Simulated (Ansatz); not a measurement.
**Phonon calculation of GaN**

System: GaN (2 atoms in the cell).
Method: DFT LDA, scalar-relativistic, plane waves, PAW, no spin polarisation (Ansatz 0.2.0).

The structure derives from a Materials Project entry. It belongs to a series of runs on one base structure; here: zone-centre phonons at 30 GPa. Figures and captions count atoms from 1; the log counts them from 0 in places.

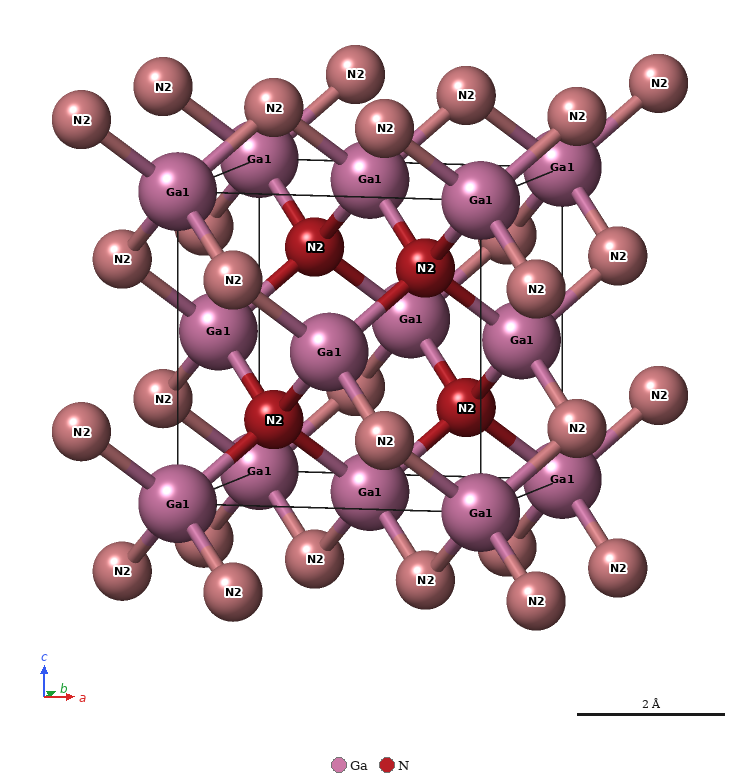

**Figure 1.** The input geometry (ball-and-stick view of the cell 4 times as large as that of the calculation, set on its symmetry axes, seen slightly off an axis; neighbours outside the cell are drawn fainter; atoms are numbered from 1 in the order of the input).

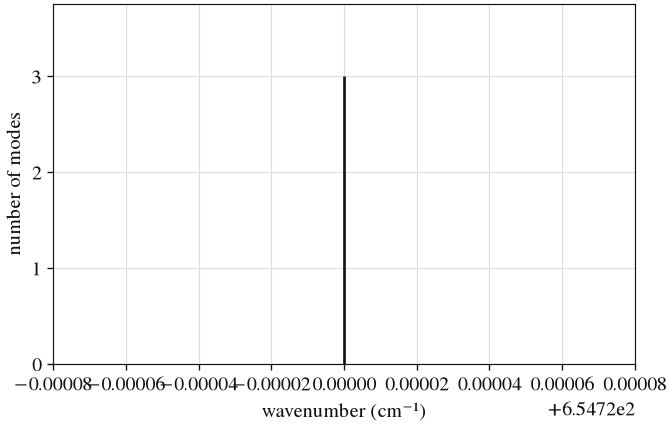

**Figure 2.** Optical phonons at the zone centre (no LO–TO term); neighbouring modes closer than 3 cm⁻¹ are counted in one stick. 3 modes from 655 to 655 cm⁻¹, none imaginary.

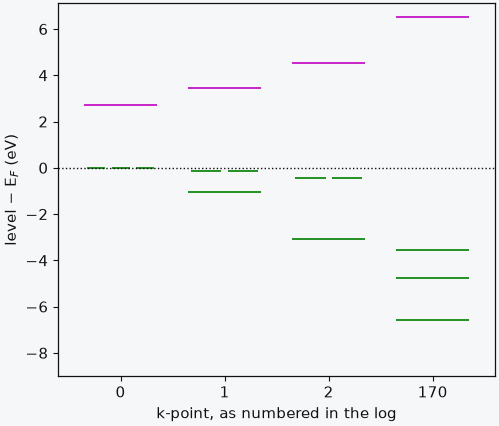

**Figure 3.** Kohn–Sham levels near the Fermi level (dotted) at the few k-points that the log prints; levels within 0.02 eV of each other stand side by side. Among these points the highest filled and lowest empty levels are 2.70 eV apart, which is the gap on the mesh.

The input and output of the run follow.

Input file:
```yaml
crystal:
  lattice:
    - [0.0, 2.1435843763, 2.1435843763]
    - [2.1435843763, 0.0, 2.1435843763]
    - [2.1435843763, 2.1435843763, 0.0]
  atoms:
    - { symbol: Ga, position: [0.0, 0.0, 0.0] }
    - { symbol: "N", position: [0.75, 0.75, 0.75] }
basis:
  ecutwfc: 420
kpoints:
  mp_grid: { grid: [10, 10, 10] }
hamiltonian:
  xc: lda
scf:
  occupations: { method: fixed }
output:
  eigenvalues: true
phonons:
  method: dfpt
  dielectric: true
  rigid_motions: translations
  eigenvectors: true
```

Launch command:
```bash
ansatz run input.yaml --threads 1 --pin off --max-ram 3072MiB --backend cpu --events-out ev --progress --plain --runs-dir out
```

What the program printed:
```
Engine: ansatz 0.2.0, x86_64-unknown-linux-gnu
Pseudopotentials: kind: paw
Pseudopotential: Ga, paw, valence charge 13, recommended cutoff 420 eV (normal), Ga.paw.azcp
Pseudopotential: N, paw, valence charge 5, recommended cutoff 420 eV (normal), N.paw.azcp
Functional definition: SPW92
  exchange = slater_x
  correlation = pw_c
Crystal: 2 atoms, lattice volume = 19.699 Å³
Basis set: ecut = 420 eV, 387 PW (Γ), exchange–correlation on 48×48×48 points (8 copies of the dense FFT grid, shifted against one another)
Bands: 13, of which v1, the nominal top of the filled ones, is band 9 counted from 1 (8 counted from 0)
Symmetry: 24 space group operations
k-points: 171 of 1000 (irreducible under 4 space group operations, time reversal used)
Non-local potential: Ga, projectors of the file, l = 0: 2, l = 1: 2, l = 2: 3, l = 3: 1
Non-local potential: N, projectors of the file, l = 0: 2, l = 1: 2, l = 2: 1
PAW form: soft (Blöchl's): semilocal exchange-correlation on the pseudo side does not see the compensation charge
PAW frozen core: Ga, regenerated for the run's functional, and the local potential with it (the file was generated under x = pbe(κ = 0.804, μ = 0.2195149727645171), c = pbe(β = 0.06672455060314922))
PAW frozen core: N, regenerated for the run's functional, and the local potential with it (the file was generated under x = pbe(κ = 0.804, μ = 0.2195149727645171), c = pbe(β = 0.06672455060314922))
PAW one-centre angular grid: Ga, 590 points (default); XC on 64 Gauss nodes
PAW one-centre angular grid: N, 110 points (default); XC on 64 Gauss nodes
Initial density: superposition of atomic densities (neutral atoms: chi_scale 0, normalization atom), corrected by the library's trained network
Initial wavefunctions: pseudopotential atomic-orbital guess
Functional: x = slater, c = lda
SCF iter   1: F=—  HF=-4081.888107 eV  |F-HF|=—  |Δ(HF+E_count)|=         —  Δρ=1.24e-2  dr2=2.60e-2  ethr=1.77e-3  ⟨swp⟩=4.7  Hψ=10696  notcnv=0  defer=246
preconditioner: auto → none  [insulator: Δε(μ)=2.614 eV  Ē_g=19.875 eV  n_scr=8 (ndim 8)  ℏωp=35.5 eV  f_vac=0.000  ε∞_Penn≈4.2]
SCF iter   2: F=—  HF=-4081.880702 eV  |F-HF|=—  |Δ(HF+E_count)|=   7.41e-3  Δρ=5.10e-3  dr2=2.90e-3  ethr=1.44e-4  ⟨swp⟩=2.6  Hψ=4921  notcnv=0  defer=340
SCF iter   3: F=—  HF=-4081.879728 eV  |F-HF|=—  |Δ(HF+E_count)|=   9.73e-4  Δρ=1.64e-3  dr2=2.15e-4  ethr=1.61e-5  ⟨swp⟩=2.3  Hψ=3278  notcnv=0  defer=340
SCF iter   4: F=—  HF=-4081.879649 eV  |F-HF|=—  |Δ(HF+E_count)|=   7.99e-5  Δρ=5.79e-4  dr2=2.11e-5  ethr=1.19e-6  ⟨swp⟩=2.9  Hψ=3954  notcnv=0  defer=331
SCF iter   5: F=—  HF=-4081.879634 eV  |F-HF|=—  |Δ(HF+E_count)|=   1.46e-5  Δρ=4.53e-5  dr2=1.74e-7  ethr=1.17e-7  ⟨swp⟩=2.1  Hψ=3695  notcnv=0  defer=6
SCF iter   6: F=—  HF=-4081.879635 eV  |F-HF|=—  |Δ(HF+E_count)|=   5.64e-7  Δρ=9.91e-6  dr2=8.19e-9  ethr=9.67e-10  ⟨swp⟩=2.3  Hψ=3772  notcnv=0
SCF iter   7: F=—  HF=-4081.879635 eV  |F-HF|=—  |Δ(HF+E_count)|=   5.99e-9  Δρ=2.44e-6  dr2=4.96e-10  ethr=4.55e-11  ⟨swp⟩=2.0  Hψ=3724  notcnv=0
SCF iter   8: F=-4081.879635 eV  HF=-4081.879635 eV  |F-HF|=9.09e-13  |Δ(HF+E_count)|=  1.56e-10  Δρ=7.79e-8  dr2=4.41e-13  ethr=1.00e-12  ⟨swp⟩=6.3  Hψ=11419  notcnv=0
SCF 1 converged in 8 iterations: F = -4081.879635 eV  dr2 = 4.41e-13
  greatest PAW one-centre occupation: 0.996 electrons in one spin orbital (limit 2), on the Ga atom at site 0 (counted from 0), in its partial waves of l = 2
NSCF: frozen V_eff on 2 k-points
DFPT response loops at Γ: preconditioner auto → none (the input reference at scf.mixing.eps_inf says where Resta's filter doesn't serve); β = 0.50; Broyden in place of MSR1
── the response to a field inside a basis, on 10×10×10 k-points: an SCF that follows is theirs, and a resumed run solves both again ──
Bands: 10, of which v1, the nominal top of the filled ones, is band 9 counted from 1 (8 counted from 0)
k-points: 110 of 1000 (irreducible under 6 space group operations, time reversal used)
Initial density: handed on by an earlier stage of this run
Initial wavefunctions: pseudopotential atomic-orbital guess (no wavefunctions were taken with the density)
Eigensolver: Dense (110 Hₖ)
SCF iter   1: F=—  HF=-4081.884990 eV  |F-HF|=—  |Δ(HF+E_count)|=         —  Δρ=8.80e-4  dr2=2.42e-5  ethr=1.00e-1
preconditioner: auto → none  [insulator: Δε(μ)=2.973 eV  Ē_g=16.147 eV  n_scr=8 (ndim 8)  ℏωp=35.5 eV  f_vac=0.000  ε∞_Penn≈5.8]
SCF iter   2: F=—  HF=-4081.884991 eV  |F-HF|=—  |Δ(HF+E_count)|=   6.53e-7  Δρ=4.47e-4  dr2=8.97e-6  ethr=1.34e-7
SCF iter   3: F=—  HF=-4081.884994 eV  |F-HF|=—  |Δ(HF+E_count)|=   2.78e-6  Δρ=1.70e-4  dr2=4.12e-6  ethr=4.98e-8
SCF iter   4: F=-4081.884992 eV  HF=-4081.884992 eV  |F-HF|=1.40e-9  |Δ(HF+E_count)|=   1.69e-6  Δρ=1.61e-5  dr2=1.32e-8  ethr=2.29e-8
SCF 1 converged in 4 iterations: F = -4081.884992 eV  dr2 = 1.32e-8
DFPT response loops at Γ: mixed as the last ones told, above
SCF converged after 8 iterations
Free energy (F): -4081.879635 eV
Harris-Foulkes:  -4081.879635 eV  (|F-HF|=9.09e-13)
Internal energy: -4081.879635 eV  (E = F + TS)
E sigma→0 (E₀):  -4081.879635 eV
Fermi energy:    11.759695 eV
--- Per-component energies (eV) ---
  E_band       = 25.324066
  E_kinetic    = 253.323078
  E_local      = -1833.683783  (includes V_loc(G=0)·N_el)
  E_nonlocal   = 478.283244
  E_hartree    = 852.137255
  E_xc         = -130.284205
  E_vxc        = -137.314198  (∫ρ·V_xc dr)
  E_paw        = -2034.630054  (= ΣΔE_a)
  E_vpaw       = -439.558699  (= ΣTr[D̂ρ^β])
  E_aug_tail   = -0.000092  (compensation charges beyond the density's cutoff)
  E_ewald      = -1668.833601
  E_core_change = 1.808524  (= ΣΔE_core)
  E_smearing   = -0.000000  (= −TS)
  E_closure    = -0.000000  (closes the sum)
  Σ components = -4081.879635   (vs F -4081.879635, Δ=0.00e0)
--- Band table (eV; the first three rows and the last of 171) ---
  k-point 0: bands = ["-5.4628", "-2.0979", "-2.0979", "-2.0979", "-1.6019", "-1.6019", "11.7597", "11.7597", "11.7597", "14.4626", "22.8228", "22.8228", "22.8228"]
  k-point 1: bands = ["-5.3180", "-2.0774", "-2.0774", "-2.0677", "-1.6043", "-1.6043", "10.6999", "11.6290", "11.6290", "15.2060", "22.3183", "23.0182", "23.0182"]
  k-point 2: bands = ["-4.9382", "-2.0297", "-2.0297", "-1.9227", "-1.6035", "-1.6035", "8.6917", "11.3071", "11.3071", "16.2832", "21.5053", "23.3079", "23.3079"]
  k-point 170: bands = ["-3.8617", "-1.9146", "-1.8236", "-1.6145", "-1.5863", "0.6111", "5.1810", "6.9865", "8.1920", "18.2667", "21.1065", "22.5710", "24.2384"]
--- Phonons (Γ-DFPT): 2 representative perturbations + reference, on 171 of 1000 k-points (Σ response iterations 6) ---
  k mesh reduced under 4 symmetry operations, with k and −k counted as one. Each operation leaves every solved perturbation unchanged. A smaller set is not considered because the run solves the response to a homogeneous field
  ASR residual: 6.483e-5 → 0.000e0 eV/Å²; symmetrization residual: 8.112e-8 eV/Å²
  ASR residual per site (eV/Å²): 3.44e-7 6.48e-5
  Γ frequencies (cm⁻¹): 0.00 0.00 0.00 654.72 654.72 654.72
  ε∞ (high-frequency dielectric tensor):
        5.286157    -0.000000     0.000000
       -0.000000     5.286157     0.000000
        0.000000     0.000000     5.286157
  ε⁰ (static dielectric tensor: ions relaxed, cell fixed):
        8.603459     0.000000     0.000000
        0.000000     8.603459    -0.000000
        0.000000    -0.000000     8.603459
  ε⁰ − ε∞ (ionic part):
        3.317302     0.000000    -0.000000
        0.000000     3.317302    -0.000000
       -0.000000    -0.000000     3.317302
  softest optical mode at Γ: 654.72 cm⁻¹; the repairs (sum rule, projections) moved no ω² at Γ by more than (1.13 cm⁻¹)²
  Born effective charges Z* (e; rows j = field, columns β = displacement):
    site 0:
         2.57681    0.00000   -0.00000
         0.00000    2.57681    0.00000
        -0.00000    0.00000    2.57681
    site 1:
        -2.57681   -0.00000    0.00000
        -0.00000   -2.57681   -0.00000
         0.00000   -0.00000   -2.57681
  Z* charge neutrality: 7.366e-4 e pre-enforcement
  solved inside a basis spanned on kpoints, on 10×10×10 k-points, its susceptibility summed on 14×14×14: ε∞ is read to err by 1.3e-2, Z* by 1.4e-2 e (field_mesh: kpoints solves on kpoints); Z* is corrected for what the basis lacks
  optical modes at Γ without the LO–TO term, one row a degenerate level:
      ω (cm⁻¹)  modes    IR ((D/Å)²/amu)
        654.72      3            39.4011
  optical modes at Γ + LO–TO along q̂ = [1.0000, 0.0000, 0.0000]:
      ω (cm⁻¹)  modes    IR ((D/Å)²/amu)
        654.72      2            26.2674
        835.26      1            13.1337
  optical modes at Γ + LO–TO along q̂ = [0.0000, 1.0000, 0.0000]:
      ω (cm⁻¹)  modes    IR ((D/Å)²/amu)
        654.72      2            26.2674
        835.26      1            13.1337
  optical modes at Γ + LO–TO along q̂ = [0.0000, 0.0000, 1.0000]:
      ω (cm⁻¹)  modes    IR ((D/Å)²/amu)
        654.72      2            26.2674
        835.26      1            13.1337
```

File optical_modes.tsv:
```
# format = ansatz-optical-modes/1
# cell_volume_ang3 = 1.9699343115477678e1
# eps_inf = 5.286156875143407e0 -9.25185853854297e-18 1.5612511283791264e-17 -9.25185853854297e-18 5.286156875143408e0 7.864079757761525e-17 1.5612511283791264e-17 7.864079757761525e-17 5.2861568751434085e0
# One row of degenerate optical modes each, rigid motions of the cell and of its bodies left out; wavenumber_inv_cm is that of the modes' mean omega^2, negative where that is. nan stands for what is not given.
# A row whose q is 0 0 0 is without the LO-TO term; the others hold that term of the approach to the zone centre along q, a Cartesian unit vector.
# oscillator_strength: the sum of Re conj(p) p^T over the row's modes, p that of Z* e/sqrt(mass) over the atoms, about the cell's centre of mass, e the mode's unit eigenvector; ir_intensity: its trace, 23.0708 in its unit to 1 in that of the other. The rows at q 0 0 0 hold the undamped dielectric function at nu cm^-1, of a cell of V A^3: eps_inf + (4.92064e7/V) sum oscillator_strength/(nu_row |nu_row| - nu^2). That is of the vibrations: a cell of net charge Q e and mass M amu holds -(4.92064e7/V) Q^2/(M nu^2) besides, of its free fall, and where the turns of a body are left out the sum lacks their strength.
# q_x	q_y	q_z	wavenumber_inv_cm	degeneracy	ir_intensity[(D/angstrom)^2/amu]	oscillator_strength_xx[e^2/amu]	oscillator_strength_xy[e^2/amu]	oscillator_strength_xz[e^2/amu]	oscillator_strength_yy[e^2/amu]	oscillator_strength_yz[e^2/amu]	oscillator_strength_zz[e^2/amu]
0e0	0e0	0e0	6.54718847245648e2	3	3.940108099529117e1	5.692783781332487e-1	9.964653663937879e-18	-8.460755073405542e-19	5.692783781332488e-1	-5.551115123125783e-17	5.69278378133249e-1
1e0	0e0	0e0	6.54718847245648e2	2	2.626738733019412e1	5.556175189202295e-35	5.62100031469232e-18	-1.8563260910096476e-19	5.692783781332488e-1	2.42861286636753e-17	5.69278378133249e-1
1e0	0e0	0e0	8.352594069826405e2	1	1.3133693665097054e1	5.692783781332487e-1	4.343653349245558e-18	-6.604428982395885e-19	3.3142527703723814e-35	-5.0392481378457676e-36	7.662065495363174e-37
0e0	1e0	0e0	6.54718847245648e2	2	2.626738733019412e1	5.692783781332487e-1	4.343653349245558e-18	-8.460755073405536e-19	3.3142527703723814e-35	-6.1777883633521106e-30	5.692783781332491e-1
0e0	1e0	0e0	8.352594069826407e2	1	1.3133693665097054e1	5.55012200557803e-35	5.621000314692318e-18	3.380459807413043e-34	5.692783781332487e-1	3.423630259330576e-17	2.0589652800515118e-33
0e0	0e0	1e0	6.547188472456479e2	2	2.6267387330194108e1	5.692783781332487e-1	9.964653663937876e-18	-6.604428982395889e-19	5.692783781332487e-1	-4.685105259774039e-17	3.856561918858246e-33
0e0	0e0	1e0	8.352594069826407e2	1	1.3133693665097061e1	6.053183624262884e-38	-4.705065433698684e-35	-1.8563260910096363e-19	3.657189688852692e-32	1.4428995164583367e-16	5.69278378133249e-1
```

Summary:

| quantity | value |
| --- | --- |
| outcome | converged |
| space group (tolerance 0.01 Å) | F-43m (216) |
| electrons treated | 18 |
| free energy | −4081.8796 eV |
| Fermi energy | 11.760 eV |
| gap on the k-point mesh | 2.70 eV |
| ε∞ (xx, yy, zz) | 5.29, 5.29, 5.29 |
| Born charges (mean of the diagonal) | Ga1 (2.58 e); N2 (−2.58 e) |
| hardware | 1 thread of Intel Xeon Gold (Sapphire Rapids), 64 GiB of memory available, shared host |
| wall time | 25 s |
| peak memory | 0.57 GiB |
